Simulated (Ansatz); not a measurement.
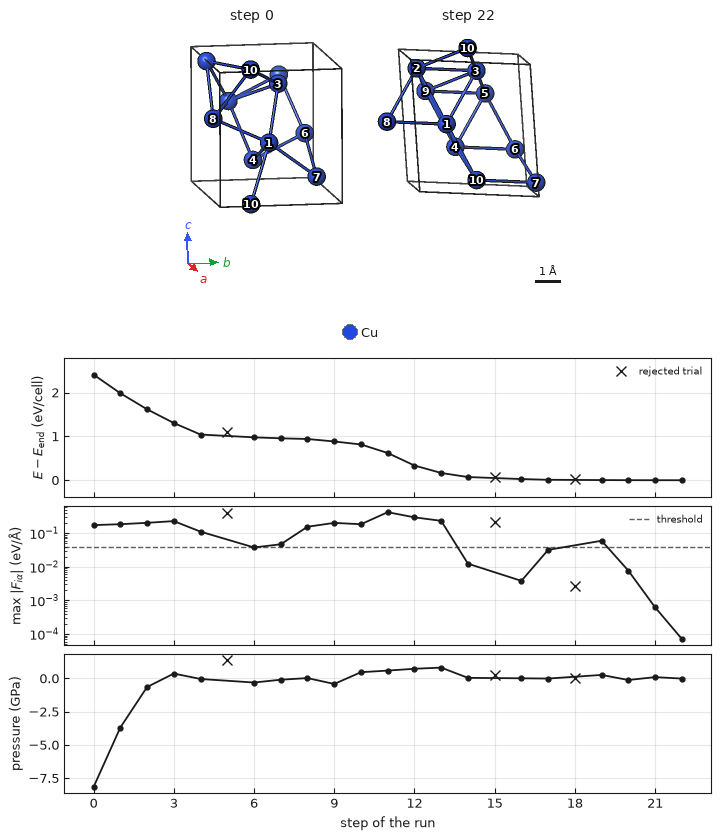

First and last geometry of a relaxation of an amorphous cell of composition Cu (coarse preliminary run), with the history of the run. The picture is a ball-and-stick view of the cell of the calculation, seen slightly off an axis.

Case: atoms packed at random at 1.16 times the crystal's volume.

All numbers below come from DFT PBE, scalar-relativistic, plane waves, PAW (Ansatz).

Input file:
```yaml
crystal:
  lattice:
    - [4.957908, -0.078962, -0.036327]
    - [-0.078962, 5.074606, -0.070709]
    - [-0.036327, -0.070709, 5.514856]
  atoms:
    - { symbol: Cu, position: [0.7989801657, 0.4511930087, 0.4283376349] }
    - { symbol: Cu, position: [0.4201972803, 0.0259022041, 0.9721517078] }
    - { symbol: Cu, position: [0.5597497933, 0.5806994227, 0.8157192978] }
    - { symbol: Cu, position: [0.3351815821, 0.4241633836, 0.2095904038] }
    - { symbol: Cu, position: [0.0668641346, 0.702580202, 0.7834985343] }
    - { symbol: Cu, position: [0.2914323487, 0.8591162359, 0.3896274293] }
    - { symbol: Cu, position: [0.8276337653, 0.8320866177, 0.1708801977] }
    - { symbol: Cu, position: [0.7324572098, 0.0069016608, 0.6052826113] }
    - { symbol: Cu, position: [0.2064166484, 0.2573774178, 0.6270661257] }
    - { symbol: Cu, position: [0.8941567176, 0.2763779657, 0.9939352215] }
  symmetry: { detect: false }
basis:
  ecutwfc: 420
kpoints:
  mp_grid: { grid: [3, 3, 3], shift: [0.0, 0.0, 0.0] }
hamiltonian:
  xc: pbe
scf:
  occupations: { method: gaussian, width: 0.1 }
  lower_state_search: "off"
output:
  forces: true
  stress: true
  eigenvalues: true
relax:
  adjacent_minimum: "off"
  f_tol: 0.04
  max_steps: 70
  cell: { stress_tol: 0.3 }
```

Run as
```bash
ansatz run input.yaml --threads 2 --pin off --max-ram 5120MiB --backend cpu --events-out ev --progress --plain --runs-dir out
```

Q: Did the run converge, and what did it change?

A: The run was cut off at its time limit before the program reported convergence, but its last step already meets the force threshold: the largest component is under 0.0001 eV/Å against 0.04 eV/Å. The pressure is within 0.01 GPa of its target. The largest moves relative to the cell, 1.14 Å, are those of Cu8 and Cu10. Cu8 goes along [0 −2 −1]. Cell: a 4.959 → 4.405 Å (−11.2 %), b 5.076 → 5.177 Å (+2.0 %), c 5.515 → 5.612 Å (+1.7 %), α 91.5° → 102.6°, β 90.8° → 77.1°, γ 91.8° → 105.4°. Volume −14.5 %. Some distances before and after: Cu8–Cu10 5.039 → 2.561 Å, Cu1–Cu7 2.440 → 4.462 Å, Cu2–Cu9 4.488 → 2.592 Å, Cu8–Cu10 (another image) 2.620 → 4.421 Å. New bonds form, among them: Cu1–Cu2 (4.17 → 2.56 Å), Cu1–Cu6 (3.84 → 2.56 Å), Cu1–Cu7 (another periodic image) (3.41 → 2.56 Å), Cu1–Cu9 (3.29 → 2.59 Å). Bonds break, among them: Cu1–Cu7 (2.44 → 4.46 Å), Cu8–Cu10 (2.62 → 4.42 Å). The energy falls by 2.409 eV per cell of the calculation in 19 accepted moves (22 points after the start). The largest force component goes from 0.17 to under 0.0001 eV/Å. Pressure: −8.16 GPa at the start and −0.01 GPa at the end. The line search rejected the trial steps at points 5, 15, 18 of the run. The program noted that the start was displaced slightly to test its symmetry. The run took 11 min on 2 threads of Intel(R) Xeon(R) Processor @ 2.50GHz (Skylake/Cascade Lake), on a shared host, peak memory 0.67 GiB.

| step | E − E(0), meV/atom | largest force component, eV/Å | pressure, GPa | volume, Å³/atom | note |
| --- | --- | --- | --- | --- | --- |
| 0 | 0.00 | 0.1749 | -8.16 | 13.868 |  |
| 1 | -42.40 | 0.1863 | -3.69 | 13.153 |  |
| 2 | -79.04 | 0.2045 | -0.65 | 12.738 |  |
| 3 | -110.33 | 0.2302 | 0.37 | 12.531 |  |
| 4 | -136.65 | 0.1117 | -0.04 | 12.465 |  |
| 5 | -130.45 | 0.4147 | 1.37 | 12.235 | rejected |
| 6 | -143.04 | 0.0379 | -0.30 | 12.421 |  |
| 7 | -145.29 | 0.0470 | -0.09 | 12.378 |  |
| 8 | -146.83 | 0.1564 | 0.03 | 12.290 |  |
| 9 | -152.46 | 0.2038 | -0.41 | 12.257 |  |
| 10 | -159.32 | 0.1857 | 0.47 | 12.154 |  |
| 11 | -178.76 | 0.4240 | 0.59 | 12.073 |  |
| 12 | -207.32 | 0.2980 | 0.73 | 11.894 |  |
| 13 | -224.34 | 0.2348 | 0.82 | 11.837 |  |
| 14 | -233.60 | 0.0125 | 0.05 | 11.890 |  |
| 15 | -233.05 | 0.2197 | 0.23 | 11.862 | rejected |
| 16 | -238.21 | 0.0038 | 0.01 | 11.893 |  |
| 17 | -239.88 | 0.0321 | -0.01 | 11.870 |  |
| 18 | -239.02 | 0.0028 | 0.05 | 11.867 | rejected |
| 19 | -240.54 | 0.0600 | 0.27 | 11.837 |  |
| 20 | -240.77 | 0.0077 | -0.11 | 11.859 |  |
| 21 | -240.86 | 0.0006 | 0.10 | 11.849 |  |
| 22 | -240.87 | 0.0001 | -0.01 | 11.854 |  |

Limits of the set-up: the k-point mesh is coarse for a cell with partly filled bands; the periodic images lie only 5.0 Å apart, so the values are limited by the cell's size.
